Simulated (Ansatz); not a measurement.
Here is a crystal structure:

```cif
data_structure
_symmetry_space_group_name_H-M 'P 1'
_symmetry_Int_Tables_number 1
_cell_length_a 3.7992
_cell_length_b 3.7992
_cell_length_c 6.0446
_cell_angle_alpha 90.000
_cell_angle_beta 90.000
_cell_angle_gamma 90.000
_cell_volume 87.25
loop_
_atom_site_label
_atom_site_type_symbol
_atom_site_fract_x
_atom_site_fract_y
_atom_site_fract_z
_atom_site_occupancy
Al1 Al 0.50000 0.50000 0.00000 1
Ni1 Ni 0.00000 0.50000 0.25000 1
Ni2 Ni 0.00000 0.00000 0.00000 1
Ni3 Ni 0.50000 0.00000 0.25000 1
Al2 Al 0.00000 0.00000 0.50000 1
Ni4 Ni 0.50000 0.00000 0.75000 1
Ni5 Ni 0.50000 0.50000 0.50000 1
Ni6 Ni 0.00000 0.50000 0.75000 1
```

Question: What would you see if this were drawn?

Answer: The solid is AlNi₃. The symmetry is that of I4/mmm (No. 139), on a body-centred tetragonal lattice. The cell comprises 2 formula units: 2 Al, 6 Ni.

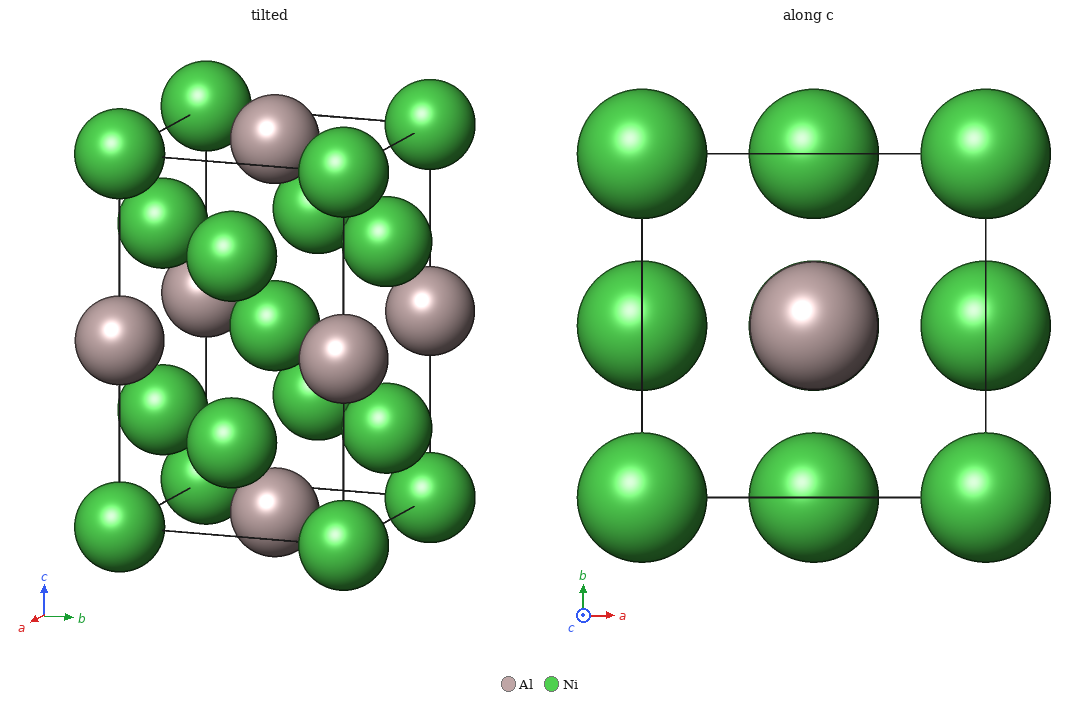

Drawn in the spheres-only manner and seen slightly off an axis and along the c axis. The conventional unit cell is outlined; an atom on or near a face, edge or corner is repeated at each equivalent position.

The structure was taken from a structure listed in the Materials Project. The cell was then strained or its atoms displaced on purpose. It was run through Ansatz as a DFT input.
